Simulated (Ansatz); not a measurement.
**Run report: Si4N, geometry relaxation (part 3 of 3)**

Si4N (slab, 10 atoms in the cell); DFT PBEsol, scalar-relativistic, plane waves, PAW, no spin polarisation (Ansatz 0.2.0); cutoff 420 eV, 8×6×1 k-mesh, Gaussian smearing of 0.05 eV. The structure derives from an entry of the Crystallography Open Database. The input holds or restrains some coordinates. Forces given for the steps count only the free coordinates. It belongs to a series of runs on one base structure; here: N2 put at a bridge Si-Si site.

Geometry of the input (Å; fractional positions):
```
3.8417  0.0000  0.0000
0.0000  5.4330  0.0000
0.0000  0.0000  25.8626
Si 0.5000  0.0000  0.3287
Si 0.0000  0.2500  0.3287
Si 0.0000  0.5000  0.4029
Si 0.5000  0.7500  0.4029
Si 0.5000  0.0046  0.4773
Si 0.0000  0.2454  0.4773
Si 0.0000  0.5107  0.5465
Si 0.5000  0.7393  0.5465
N  0.5000  0.5107  0.6084
N  0.5000  0.5107  0.6509
```

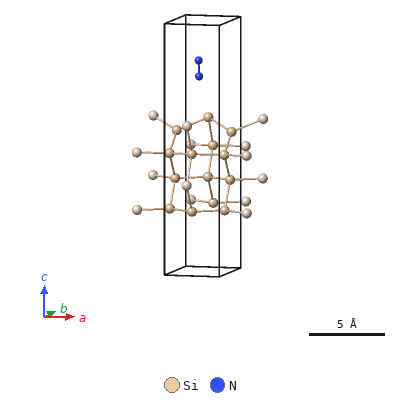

*The geometry at step 24 of the log (ball-and-stick view of the cell of the calculation, with the vacuum cut short, seen slightly off an axis; neighbours outside the cell are drawn fainter).*

Trajectory as extended XYZ, continued:
```
10
Lattice="3.8417 0.0000 0.0000 0.0000 5.4330 0.0000 0.0000 0.0000 25.8626" Properties=species:S:1:pos:R:3:forces:R:3 step=10 energy=-5724.34433
Si    1.9209    0.0000    8.5000    0.0000   0.5829   0.4048
Si    0.0000    1.3583    8.5000    0.0000  -0.6814  -0.0661
Si    0.0000    2.7165   10.4209    0.0000   0.1479  -0.0601
Si    1.9209    4.0748   10.4209    0.0000  -0.0477  -0.2814
Si    1.9209   -0.0633   12.4224    0.0000   0.0264  -0.0137
Si    0.0000    1.2672   12.2759    0.0000  -0.0078  -0.0160
Si    0.0000    3.1318   13.6322    0.0000  -0.0228   0.0033
Si    1.9209    4.1745   14.4525    0.0000   0.0131   0.0056
N     1.9209    2.0129   17.1818    0.0000   0.0074   0.0557
N     1.9209    2.2603   18.2544    0.0000  -0.0180  -0.0321
10
Lattice="3.8417 0.0000 0.0000 0.0000 5.4330 0.0000 0.0000 0.0000 25.8626" Properties=species:S:1:pos:R:3:forces:R:3 step=12 energy=-5724.34447 accepted=F
Si    1.9209    0.0000    8.5000    0.0000   0.5838   0.4148
Si    0.0000    1.3583    8.5000    0.0000  -0.6802  -0.0721
Si    0.0000    2.7165   10.4209    0.0000   0.1505  -0.0757
Si    1.9209    4.0748   10.4209    0.0000  -0.0380  -0.2497
Si    1.9209   -0.0632   12.4286    0.0000  -0.0585  -0.0131
Si    0.0000    1.2625   12.2692    0.0000   0.0049   0.0243
Si    0.0000    3.1139   13.6442    0.0000   0.0450   0.0140
Si    1.9209    4.1676   14.4625    0.0000  -0.0008  -0.0465
N     1.9209    2.0010   17.4545    0.0000  -0.0138  -1.0013
N     1.9209    2.0082   18.5479    0.0000   0.0070   1.0031
10
Lattice="3.8417 0.0000 0.0000 0.0000 5.4330 0.0000 0.0000 0.0000 25.8626" Properties=species:S:1:pos:R:3:forces:R:3 step=14 energy=-5724.34808
Si    1.9209    0.0000    8.5000    0.0000   0.5845   0.4102
Si    0.0000    1.3583    8.5000    0.0000  -0.6805  -0.0685
Si    0.0000    2.7165   10.4209    0.0000   0.1461  -0.0639
Si    1.9209    4.0748   10.4209    0.0000  -0.0443  -0.2682
Si    1.9209   -0.0626   12.4244    0.0000  -0.0139  -0.0102
Si    0.0000    1.2657   12.2741    0.0000   0.0050   0.0001
Si    0.0000    3.1236   13.6406    0.0000   0.0087   0.0057
Si    1.9209    4.1738   14.4572    0.0000  -0.0005  -0.0094
N     1.9209    1.9858   17.4087    0.0000   0.0099   0.2447
N     1.9209    2.0498   18.5089    0.0000  -0.0150  -0.2406
10
Lattice="3.8417 0.0000 0.0000 0.0000 5.4330 0.0000 0.0000 0.0000 25.8626" Properties=species:S:1:pos:R:3:forces:R:3 step=16 energy=-5724.34865
Si    1.9209    0.0000    8.5000    0.0000   0.5854   0.4099
Si    0.0000    1.3583    8.5000    0.0000  -0.6813  -0.0680
Si    0.0000    2.7165   10.4209    0.0000   0.1448  -0.0635
Si    1.9209    4.0748   10.4209    0.0000  -0.0473  -0.2724
Si    1.9209   -0.0634   12.4238    0.0000  -0.0053  -0.0021
Si    0.0000    1.2660   12.2744    0.0000   0.0017   0.0022
Si    0.0000    3.1238   13.6417    0.0000   0.0036   0.0021
Si    1.9209    4.1742   14.4579    0.0000   0.0004  -0.0078
N     1.9209    1.9409   17.4928    0.0000   0.0008   0.0340
N     1.9209    1.9768   18.5927    0.0000  -0.0029  -0.0342
10
Lattice="3.8417 0.0000 0.0000 0.0000 5.4330 0.0000 0.0000 0.0000 25.8626" Properties=species:S:1:pos:R:3:forces:R:3 step=18 energy=-5724.34874
Si    1.9209    0.0000    8.5000    0.0000   0.5858   0.4095
Si    0.0000    1.3583    8.5000    0.0000  -0.6813  -0.0676
Si    0.0000    2.7165   10.4209    0.0000   0.1462  -0.0644
Si    1.9209    4.0748   10.4209    0.0000  -0.0486  -0.2762
Si    1.9209   -0.0630   12.4227    0.0000   0.0003  -0.0002
Si    0.0000    1.2668   12.2748    0.0000  -0.0003   0.0013
Si    0.0000    3.1252   13.6413    0.0000  -0.0008   0.0006
Si    1.9209    4.1755   14.4568    0.0000   0.0005  -0.0013
N     1.9209    1.9185   17.5290    0.0000  -0.0007   0.0593
N     1.9209    1.9073   18.6297    0.0000  -0.0011  -0.0611
10
Lattice="3.8417 0.0000 0.0000 0.0000 5.4330 0.0000 0.0000 0.0000 25.8626" Properties=species:S:1:pos:R:3:forces:R:3 step=20 energy=-5724.34884
Si    1.9209    0.0000    8.5000    0.0000   0.5860   0.4096
Si    0.0000    1.3583    8.5000    0.0000  -0.6807  -0.0674
Si    0.0000    2.7165   10.4209    0.0000   0.1461  -0.0639
Si    1.9209    4.0748   10.4209    0.0000  -0.0495  -0.2782
Si    1.9209   -0.0625   12.4220    0.0000   0.0015   0.0010
Si    0.0000    1.2673   12.2753    0.0000  -0.0004  -0.0010
Si    0.0000    3.1255   13.6421    0.0000  -0.0006  -0.0004
Si    1.9209    4.1765   14.4560    0.0000   0.0000   0.0020
N     1.9209    1.8987   17.5200    0.0000  -0.0053   0.0914
N     1.9209    1.8455   18.6196    0.0000   0.0026  -0.0912
10
Lattice="3.8417 0.0000 0.0000 0.0000 5.4330 0.0000 0.0000 0.0000 25.8626" Properties=species:S:1:pos:R:3:forces:R:3 step=22 energy=-5724.34903
Si    1.9209    0.0000    8.5000    0.0000   0.5859   0.4100
Si    0.0000    1.3583    8.5000    0.0000  -0.6806  -0.0675
Si    0.0000    2.7165   10.4209    0.0000   0.1451  -0.0631
Si    1.9209    4.0748   10.4209    0.0000  -0.0491  -0.2769
Si    1.9209   -0.0626   12.4223    0.0000  -0.0003   0.0011
Si    0.0000    1.2672   12.2754    0.0000   0.0001  -0.0009
Si    0.0000    3.1248   13.6429    0.0000   0.0009  -0.0009
Si    1.9209    4.1763   14.4565    0.0000  -0.0007   0.0005
N     1.9209    1.8413   17.5074    0.0000  -0.0080   0.1155
N     1.9209    1.7566   18.6052    0.0000   0.0065  -0.1177
10
Lattice="3.8417 0.0000 0.0000 0.0000 5.4330 0.0000 0.0000 0.0000 25.8626" Properties=species:S:1:pos:R:3:forces:R:3 step=24 energy=-5724.34917
Si    1.9209    0.0000    8.5000    0.0000   0.5858   0.4099
Si    0.0000    1.3583    8.5000    0.0000  -0.6807  -0.0675
Si    0.0000    2.7165   10.4209    0.0000   0.1455  -0.0635
Si    1.9209    4.0748   10.4209    0.0000  -0.0487  -0.2765
Si    1.9209   -0.0627   12.4225    0.0000  -0.0001   0.0002
Si    0.0000    1.2671   12.2753    0.0000   0.0001  -0.0003
Si    0.0000    3.1251   13.6425    0.0000   0.0003  -0.0003
Si    1.9209    4.1762   14.4566    0.0000  -0.0004   0.0001
N     1.9209    1.8235   17.4938    0.0000  -0.0104   0.1078
N     1.9209    1.7118   18.5892    0.0000   0.0086  -0.1098
10
Lattice="3.8417 0.0000 0.0000 0.0000 5.4330 0.0000 0.0000 0.0000 25.8626" Properties=species:S:1:pos:R:3:forces:R:3 step=26 energy=-5724.34938
Si    1.9209    0.0000    8.5000    0.0000   0.5857   0.4099
Si    0.0000    1.3583    8.5000    0.0000  -0.6808  -0.0675
Si    0.0000    2.7165   10.4209    0.0000   0.1463  -0.0642
Si    1.9209    4.0748   10.4209    0.0000  -0.0484  -0.2764
Si    1.9209   -0.0627   12.4225    0.0000  -0.0004  -0.0006
Si    0.0000    1.2670   12.2751    0.0000   0.0001   0.0003
Si    0.0000    3.1252   13.6420    0.0000   0.0001   0.0006
Si    1.9209    4.1760   14.4566    0.0000   0.0001  -0.0010
N     1.9209    1.7806   17.4514    0.0000  -0.0356   0.2121
N     1.9209    1.6016   18.5386    0.0000   0.0326  -0.2132
10
Lattice="3.8417 0.0000 0.0000 0.0000 5.4330 0.0000 0.0000 0.0000 25.8626" Properties=species:S:1:pos:R:3:forces:R:3 step=28 energy=-5724.34962
Si    1.9209    0.0000    8.5000    0.0000   0.5861   0.4096
Si    0.0000    1.3583    8.5000    0.0000  -0.6807  -0.0671
Si    0.0000    2.7165   10.4209    0.0000   0.1485  -0.0654
Si    1.9209    4.0748   10.4209    0.0000  -0.0481  -0.2781
Si    1.9209   -0.0617   12.4216    0.0000   0.0019  -0.0001
Si    0.0000    1.2682   12.2757    0.0000  -0.0003  -0.0001
Si    0.0000    3.1272   13.6419    0.0000  -0.0023   0.0006
Si    1.9209    4.1783   14.4561    0.0000  -0.0018   0.0018
N     1.9209    1.7807   17.4637    0.0000  -0.0021   0.0022
N     1.9209    1.5604   18.5417    0.0000  -0.0013  -0.0028
10
Lattice="3.8417 0.0000 0.0000 0.0000 5.4330 0.0000 0.0000 0.0000 25.8626" Properties=species:S:1:pos:R:3:forces:R:3 step=29 energy=-5724.34962
Si    1.9209    0.0000    8.5000    0.0000   0.5861   0.4096
Si    0.0000    1.3583    8.5000    0.0000  -0.6807  -0.0671
Si    0.0000    2.7165   10.4209    0.0000   0.1485  -0.0653
Si    1.9209    4.0748   10.4209    0.0000  -0.0481  -0.2781
Si    1.9209   -0.0617   12.4216    0.0000   0.0019  -0.0001
Si    0.0000    1.2682   12.2757    0.0000  -0.0003  -0.0001
Si    0.0000    3.1272   13.6419    0.0000  -0.0022   0.0006
Si    1.9209    4.1783   14.4561    0.0000  -0.0018   0.0018
N     1.9209    1.7807   17.4637    0.0000  -0.0020   0.0021
N     1.9209    1.5604   18.5417    0.0000  -0.0013  -0.0032
10
Lattice="3.8417 0.0000 0.0000 0.0000 5.4330 0.0000 0.0000 0.0000 25.8626" Properties=species:S:1:pos:R:3:forces:R:3 step=31 energy=-5724.34994
Si    1.9209    0.0000    8.5000    0.0000   0.5860   0.4099
Si    0.0000    1.3583    8.5000    0.0000  -0.6806  -0.0673
Si    0.0000    2.7165   10.4209    0.0000   0.1464  -0.0642
Si    1.9209    4.0748   10.4209    0.0000  -0.0497  -0.2787
Si    1.9209   -0.0624   12.4218    0.0000   0.0013   0.0041
Si    0.0000    1.2676   12.2754    0.0000  -0.0007   0.0005
Si    0.0000    3.1254   13.6431    0.0000  -0.0011  -0.0015
Si    1.9209    4.1770   14.4564    0.0000  -0.0015  -0.0009
N     1.9209    1.6630   17.4462    0.0000   0.0043  -0.0037
N     1.9209    1.4153   18.5182    0.0000  -0.0040   0.0009
10
Lattice="3.8417 0.0000 0.0000 0.0000 5.4330 0.0000 0.0000 0.0000 25.8626" Properties=species:S:1:pos:R:3:forces:R:3 step=33 energy=-5724.34798 accepted=F
Si    1.9209    0.0000    8.5000    0.0000   0.5860   0.4107
Si    0.0000    1.3583    8.5000    0.0000  -0.6805  -0.0677
Si    0.0000    2.7165   10.4209    0.0000   0.1430  -0.0626
Si    1.9209    4.0748   10.4209    0.0000  -0.0516  -0.2787
Si    1.9209   -0.0637   12.4225    0.0000   0.0001   0.0046
Si    0.0000    1.2662   12.2749    0.0000  -0.0005   0.0006
Si    0.0000    3.1226   13.6440    0.0000   0.0021  -0.0028
Si    1.9209    4.1745   14.4566    0.0000   0.0012  -0.0028
N     1.9209    1.5771   17.4367    0.0000  -0.2578   0.7610
N     1.9209    1.2192   18.4832    0.0000   0.2581  -0.7623
10
Lattice="3.8417 0.0000 0.0000 0.0000 5.4330 0.0000 0.0000 0.0000 25.8626" Properties=species:S:1:pos:R:3:forces:R:3 step=35 energy=-5724.35018
Si    1.9209    0.0000    8.5000    0.0000   0.5859   0.4105
Si    0.0000    1.3583    8.5000    0.0000  -0.6806  -0.0677
Si    0.0000    2.7165   10.4209    0.0000   0.1438  -0.0631
Si    1.9209    4.0748   10.4209    0.0000  -0.0511  -0.2786
Si    1.9209   -0.0635   12.4224    0.0000   0.0002   0.0036
Si    0.0000    1.2663   12.2749    0.0000  -0.0005   0.0007
Si    0.0000    3.1232   13.6434    0.0000   0.0013  -0.0021
Si    1.9209    4.1747   14.4565    0.0000   0.0007  -0.0027
N     1.9209    1.5832   17.4255    0.0000  -0.0641   0.1955
N     1.9209    1.2273   18.4681    0.0000   0.0648  -0.1969
10
Lattice="3.8417 0.0000 0.0000 0.0000 5.4330 0.0000 0.0000 0.0000 25.8626" Properties=species:S:1:pos:R:3:forces:R:3 step=37 energy=-5724.35040
Si    1.9209    0.0000    8.5000    0.0000   0.5861   0.4103
Si    0.0000    1.3583    8.5000    0.0000  -0.6806  -0.0675
Si    0.0000    2.7165   10.4209    0.0000   0.1454  -0.0640
Si    1.9209    4.0748   10.4209    0.0000  -0.0506  -0.2794
Si    1.9209   -0.0628   12.4219    0.0000   0.0011   0.0034
Si    0.0000    1.2670   12.2751    0.0000  -0.0006   0.0006
Si    0.0000    3.1244   13.6431    0.0000  -0.0001  -0.0018
Si    1.9209    4.1760   14.4561    0.0000  -0.0008  -0.0015
N     1.9209    1.5712   17.4272    0.0000   0.0030  -0.0025
N     1.9209    1.1890   18.4589    0.0000  -0.0031   0.0022
```

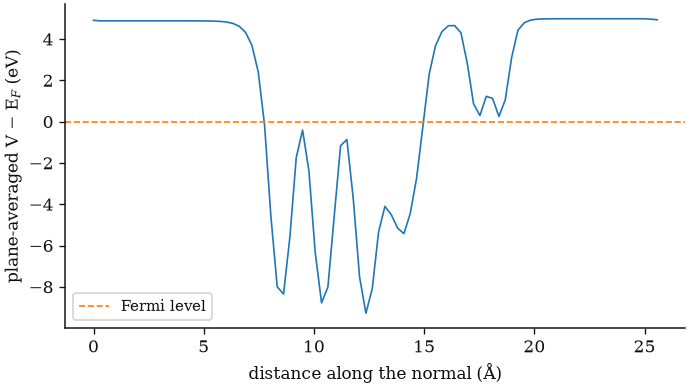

*Plane average of the electrostatic potential energy of an electron across the cell, from the Fermi level.*

The vacuum level lies 4.98 eV above the Fermi level on the upper side and 4.88 eV on the lower.

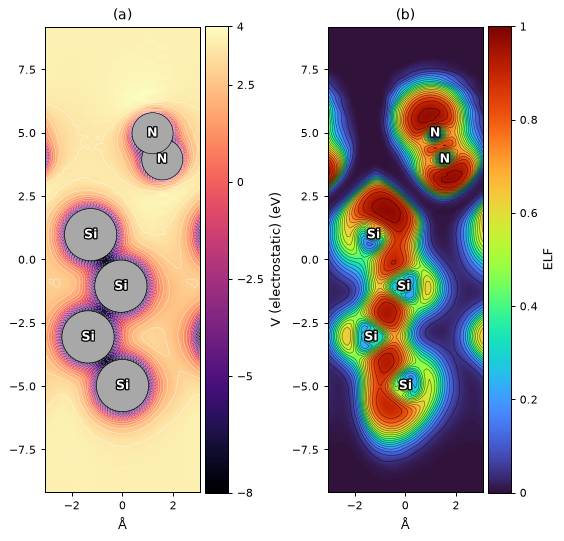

*(a) electrostatic potential (local pseudopotential plus Hartree) felt by an electron; (b) electron localisation function on the (100) plane of the calculation cell, a cut from vacuum to vacuum. Grey discs, where drawn, cover atomic cores.*

Atoms in the plane: Si and N. N–N (1.10 Å): the ELF peaks at about 0.85 between the atoms (inside overlapping PAW spheres, so only a guide) (a multiple bond by its length, whose ELF region spreads away from the axis). Si–Si (2.35 Å): the ELF peaks at about 0.95 between the atoms, which marks a shared electron pair. In a PAW calculation such maps are meaningful between the atoms, not at the nuclei.

Key numbers:

```json
{"quantity": "outcome", "value": "converged under the restraints of the input"}
{"quantity": "electrons treated", "value": "42"}
{"quantity": "free energy", "value": "−5724.3504 eV"}
{"quantity": "work function, top face", "value": "4.98 eV"}
{"quantity": "work function, bottom face", "value": "4.88 eV"}
{"quantity": "Fermi energy", "value": "−1.258 eV"}
{"quantity": "gap on the k-point mesh", "value": "none (metallic)"}
{"quantity": "final volume", "value": "539.81 Å³"}
{"quantity": "work function (upper face)", "value": "4.98 eV"}
{"quantity": "largest force (length of the vector) at the end, held atoms and coordinates included", "value": "0.715 eV/Å"}
{"quantity": "wall time", "value": "12 min (CPU time 23 min)"}
{"quantity": "peak memory", "value": "0.82 GiB"}
```

Notes:

Warnings of the run: the exchange-correlation potential is rough where the density is thin.
